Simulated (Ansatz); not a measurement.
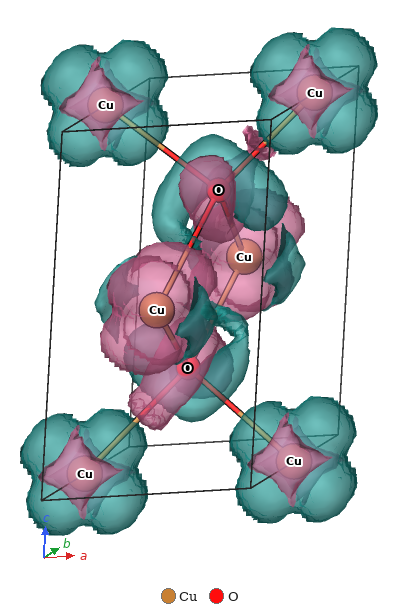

Figure 1: CuO. Isosurfaces of the magnetisation density (up minus down) at +0.015 (teal) and −0.015 e/Å³ (pink), seen at an oblique angle. Sticks mark near contacts.

Space group Cc; not relaxed (largest force 1.0 eV/Å); spin-polarised.

Theory: DFT, r2SCAN, PAW, plane waves, scalar-relativistic (Ansatz).

The density is the valence pseudo-density of a PAW calculation; it isn't the true density close to the nuclei.

```yaml
crystal:
  lattice:
    - [-2.34635, 1.71415, 0.00000]
    - [-2.34635, -1.71415, 0.00000]
    - [-0.85192, 0.00000, 5.06587]
  atoms:
    - { symbol: Cu, position: [0.99670, 0.50330, 0.00000] }
    - { symbol: Cu, position: [0.50330, 0.99670, 0.50000] }
    - { symbol: O, position: [0.42810, 0.59270, 0.26020] }
    - { symbol: O, position: [0.59270, 0.42810, 0.76020] }
```

Which atoms carry the moments, and with what signs?

The spin density sits on Cu: +0.5 μB and −0.5 μB in one cell of 4 atoms: antiferromagnetic in this solution, which needn't be the ground state, with nearest magnetic neighbours parallel and the sign changing further off. The cell of the calculation (4 atoms) carries 0.0 μB of net spin moment.
